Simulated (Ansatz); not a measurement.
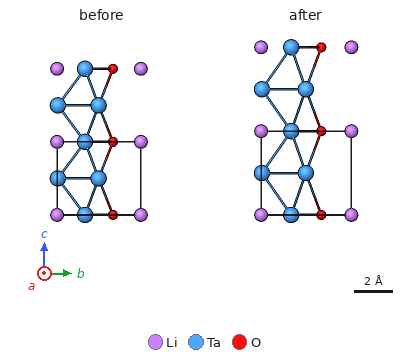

The structure of a crystal of LiTa₄O (a generated structure, set up in P-6m2) (coarse preliminary run) before (left) and after (right) a relaxation, at one scale.

Style: ball-and-stick. Shown: the cell of the calculation, repeated 1 × 1 × 2 with one cell outlined, along the a axis.

These are results of Ansatz, DFT PBE, scalar-relativistic, plane waves, PAW, not measurements.

The input:
```yaml
crystal:
  lattice:
    - [5.11102859, 0.0, 0.0]
    - [-2.55551429, 4.42628059, 0.0]
    - [0.0, 0.0, 3.85953268]
  atoms:
    - { symbol: Li, position: [0.0, 0.0, 0.0] }
    - { symbol: Ta, position: [0.66666667, 0.33333333, 0.0] }
    - { symbol: Ta, position: [0.5045495, 0.009099, 0.5] }
    - { symbol: Ta, position: [0.990901, 0.4954505, 0.5] }
    - { symbol: Ta, position: [0.5045495, 0.4954505, 0.5] }
    - { symbol: O, position: [0.33333333, 0.66666667, 0.0] }
basis:
  ecutwfc: 420
kpoints:
  mp_grid: { grid: [6, 6, 4] }
hamiltonian:
  xc: pbe
scf:
  occupations: { method: gaussian, width: 0.1 }
  lower_state_search: "off"
output:
  forces: true
  stress: true
  eigenvalues: true
relax:
  adjacent_minimum: "off"
  f_tol: 0.04
  max_steps: 70
  cell: { stress_tol: 0.4 }
```

Launched with:
```bash
ansatz run input.yaml --threads 1 --pin off --max-ram 2560MiB --backend cpu --events-out ev --progress --plain --runs-dir out
```

### Summarise the run.

After 7 accepted moves (9 points after the start) the energy has fallen by 682 meV per atom. Largest force component: 4.5 eV/Å at the start, 0.00091 eV/Å at the end. The pressure goes from 54.27 to 0.11 GPa. The SCF was repeated twice at an unchanged geometry on a basis and grid sized afresh for the cell, which shifted the energy by 18.6 meV per atom at most. No atom moves by more than 0.005 Å relative to the cell. The drawn cell changes as follows: a = b 5.111 → 5.507 Å (+7.8 %), c 3.860 → 4.427 Å (+14.7 %); the volume changes by +33.2 %. Near-neighbour distances that change, for instance: Ta3–O6 2.454 → 2.751 Å, Ta2–Ta3 2.405 → 2.700 Å, Li1–Ta2 2.951 → 3.180 Å, Ta2–O6 2.951 → 3.180 Å. Among the angles between lasting bonds that change: Ta3–Ta2–Ta3 106.7° → 110.2°, Ta3–O6–Ta3 103.7° → 107.1°, Ta3–Ta2–Ta4 62.2° → 59.4°. The space group stays P-6m2 (No. 187).

Limits of the set-up: the k-point mesh is coarse for a cell with partly filled bands.
